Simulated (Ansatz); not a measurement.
```
Ge Ni
1.0
     5.38100    0.00000    0.00000
     0.00000    3.42800    0.00000
     0.00000    0.00000    5.81100
Ge Ni
4 4
Direct
  0.31200 0.75000 0.91700
  0.68800 0.25000 0.08300
  0.18800 0.25000 0.41700
  0.81200 0.75000 0.58300
  0.49500 0.75000 0.31000
  0.50500 0.25000 0.69000
  0.00500 0.25000 0.81000
  0.99500 0.75000 0.19000
```

Space group Pnma; computed pressure about −3 GPa in this cell; the program warned that a starting moment wasn't kept; spin-polarised, but the moments vanished.

All numbers below come from Ansatz 0.2.0, Kohn-Sham DFT of a periodic cell, PBEsol, Ansatz PAW.

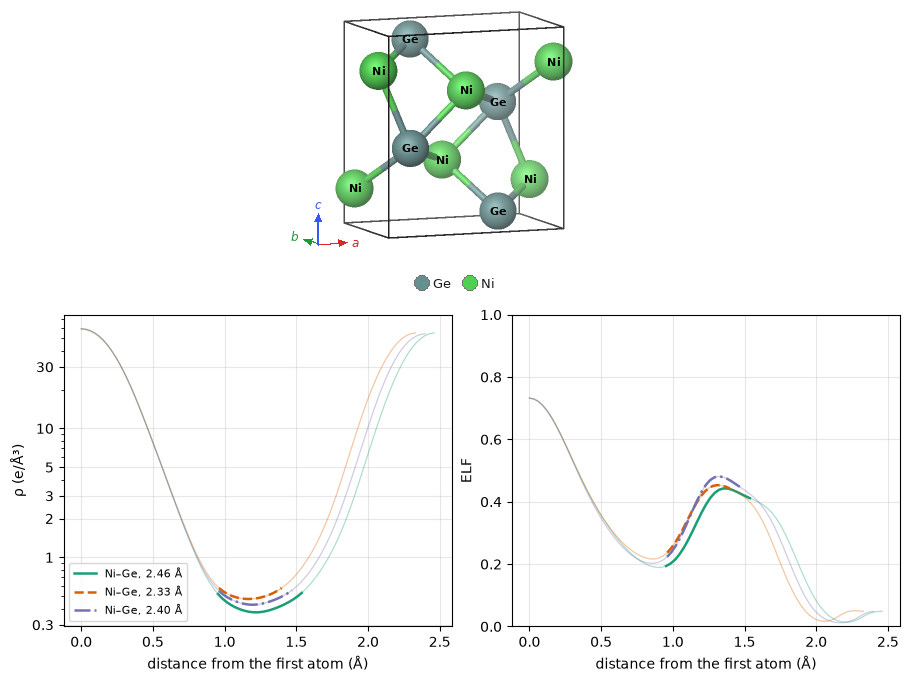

NiGe. Valence electron density and ELF along straight lines between neighbouring atoms. Thin, pale parts lie inside the atomic spheres. The structure is drawn too.

Core electrons are frozen (PAW), and the valence fields are smoothed inside the atomic spheres.

### Compare the contacts.

Ni–Ge (2.46 Å): the density is about 0.38 e/Å³ at the midpoint; the ELF is about 0.40 at the midpoint.
Ni–Ge (2.33 Å): ρ at the midpoint is about 0.48 e/Å³; the ELF is about 0.40 at the midpoint.
Ni–Ge (2.40 Å): ρ at the midpoint is about 0.43 e/Å³; the ELF is about 0.45 at the midpoint.
